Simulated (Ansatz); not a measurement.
```
CELL_PARAMETERS angstrom
3.91062 -3.91224 -0.00166
3.90812 3.90970 0.00006
-0.00072 0.00076 3.90713
ATOMIC_POSITIONS crystal
Sr 0.98285 0.00000 0.99816
Sr 0.48285 0.50000 0.99816
Ti 0.98507 0.49988 0.49663
Ti 0.48507 0.99988 0.49663
O 0.72417 0.25051 0.50383
O 0.22417 0.75051 0.50383
O 0.22418 0.25068 0.50379
O 0.72418 0.75068 0.50379
O 0.47415 0.00056 0.00389
O 0.97415 0.50056 0.00389
```

Space group Cm; a generated structure, not necessarily the stable one; the program warned that no starting moments were given; spin-polarised, but the moments vanished.

All numbers below come from DFT, PAW plane waves, r2SCAN (Ansatz).

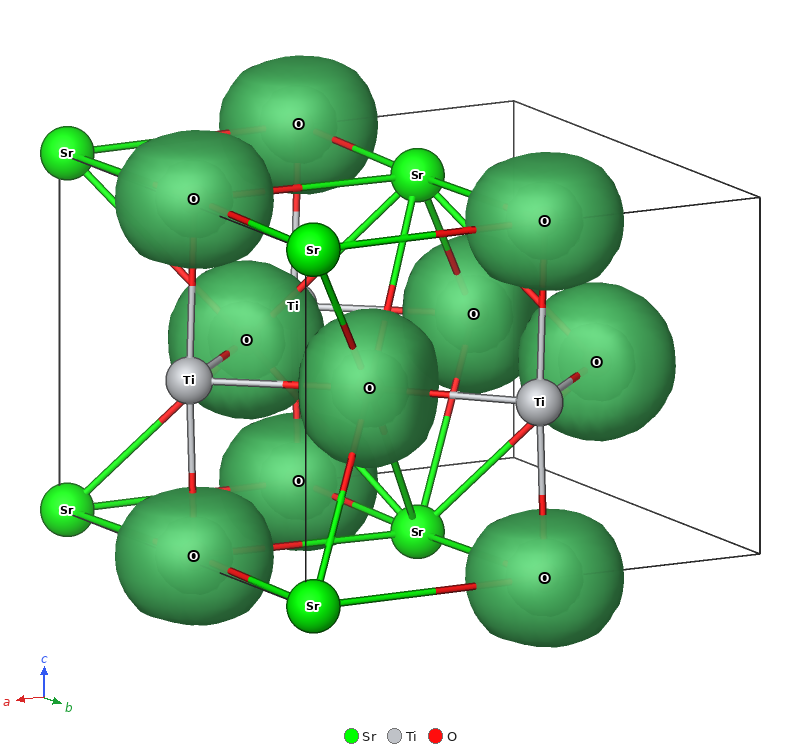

SrTiO3. Isosurface of the electron localisation function at 0.75 (green), seen at an oblique angle. Only the valence region is drawn (cores and ρ < 0.01 e/Å³ removed). Sticks mark near contacts.

### Where are the electrons localised?

At this value the surface marks out six regions wrapped around O (the valence shell of each), counted in one cell of 10 atoms. Any copies at cell faces, edges or corners count once.

Values along the shortest contacts:
Ti–O (1.91 Å): the ELF peaks at about 0.80 in the valence shell of O, 0.6 Å from its nucleus, and is about 0.20 at the midpoint; no localised pair shows between them. Sr–O (2.72 Å): the ELF is about 0.05 at the midpoint: a largely ionic contact.
